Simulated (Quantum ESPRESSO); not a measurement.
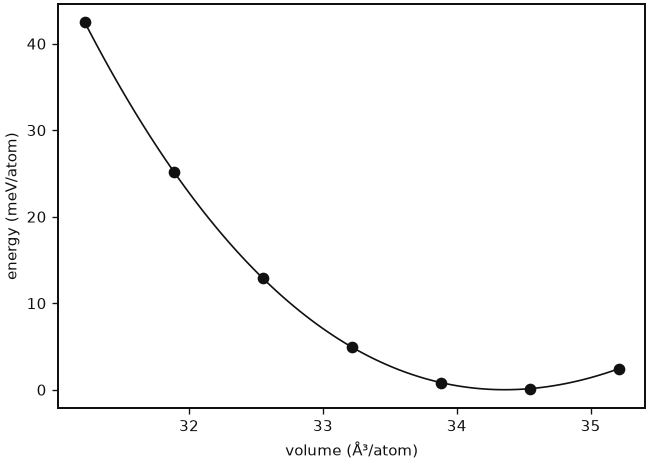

The figure shows the energy against volume for HgTe, space group F-43m (No. 216).

Structure:
```cif
data_structure
_symmetry_space_group_name_H-M 'P 1'
_symmetry_Int_Tables_number 1
_cell_length_a 4.5460
_cell_length_b 4.5460
_cell_length_c 4.5460
_cell_angle_alpha 60.000
_cell_angle_beta 60.000
_cell_angle_gamma 60.000
_cell_volume 66.43
loop_
_atom_site_label
_atom_site_type_symbol
_atom_site_fract_x
_atom_site_fract_y
_atom_site_fract_z
_atom_site_occupancy
Hg1 Hg 0.00000 0.00000 0.00000 1
Te1 Te 0.75000 0.75000 0.75000 1
```

Method: plane-wave DFT, no spin polarisation; energies at scaled volumes of the given cell, shape and fractions fixed, counted from the fit's minimum, third-order Birch-Murnaghan fit (Quantum ESPRESSO 7.5). Level: OLYP with D4.

k mesh 7×7×7; occupations Fermi–Dirac; smearing width 0.05 eV; potentials PseudoDojo 0.4.1 SR PBE standard; wave cutoff 1088 eV; density cutoff 4354 eV.

This calculation gives: equilibrium volume 34.36 Å³/atom and bulk modulus 38.7 GPa.

Now the level changes from OLYP with D4 to BP86 with D4. What happens?

The equilibrium volume falls from 34.36 to 34.08 Å³/atom (−0.8 %) and the bulk modulus rises from 38.7 to 44.8 GPa (+16 %).

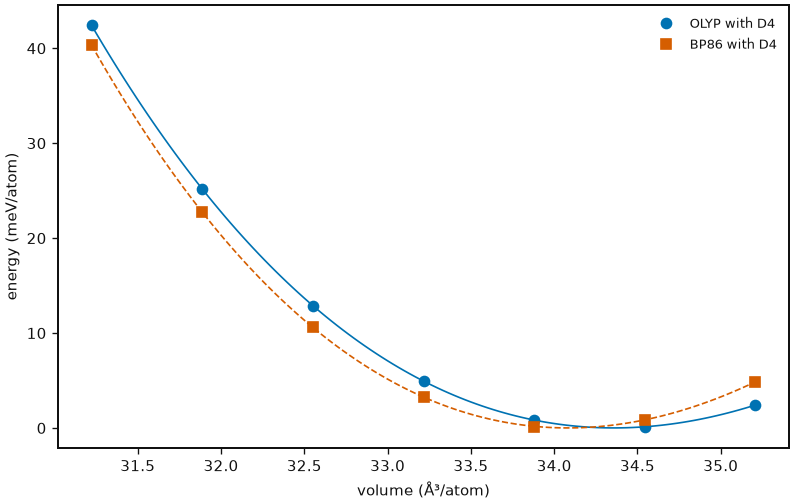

The two results together.

For both, limits of the calculation: potentials made for another functional; spin-orbit coupling left out, heavy elements.

V0 and the bulk modulus come from third-order Birch–Murnaghan fits.
